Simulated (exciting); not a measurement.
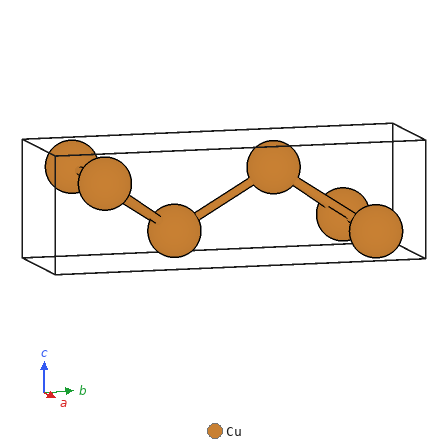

System: Cu, space group Cmcm (No. 63). The picture shows the conventional cell.

Starting cell:
```
CELL_PARAMETERS angstrom
1.21846 -3.97638 0.00000
1.21846 3.97638 0.00000
0.00000 0.00000 2.47550
ATOMIC_POSITIONS crystal
Cu 0.86613 0.13387 0.75000
Cu 0.13387 0.86613 0.25000
```

How it was computed, with exciting sodium: all-electron LAPW DFT, no spin polarisation; energies at scaled volumes of the given cell, shape and fractions fixed, counted from the fit's minimum, third-order Birch-Murnaghan fit. Level: PBEsol.

- k mesh: 11×11×11
- occupations: Fermi–Dirac
- smearing width: 0.05 eV
- potentials: all electron LAPW+lo, shipped species files
- program settings: rgkmax 9

Predict the energy against volume. The volume takes the values 11.27, 11.51, 11.75, 11.99, 12.23, 12.47, 12.71 Å³/atom.

A third-order Birch–Murnaghan fit gives V0 = 11.88 Å³/atom, B0 = 154 GPa and B′ = 5.8. The energy is 16.55 meV/atom at volume 11.27 Å³/atom and 24.35 meV/atom at 12.71 Å³/atom; the lowest computed point is at volume 11.99 Å³/atom (0.59 meV/atom), in a single well.

```json
{"volume (Å³/atom)": "11.27", "energy (meV/atom)": "16.55"}
{"volume (Å³/atom)": "11.51", "energy (meV/atom)": "5.64"}
{"volume (Å³/atom)": "11.75", "energy (meV/atom)": "0.64"}
{"volume (Å³/atom)": "11.99", "energy (meV/atom)": "0.59"}
{"volume (Å³/atom)": "12.23", "energy (meV/atom)": "4.87"}
{"volume (Å³/atom)": "12.47", "energy (meV/atom)": "12.80"}
{"volume (Å³/atom)": "12.71", "energy (meV/atom)": "24.35"}
```

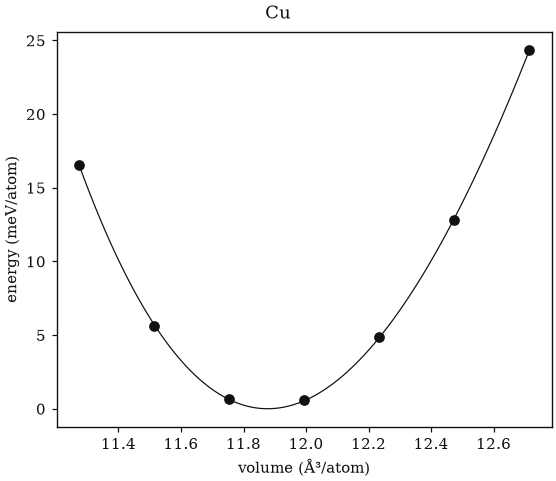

Caveats: shape and atomic fractions are frozen while scaling, which makes layered, chain and framework solids too stiff.
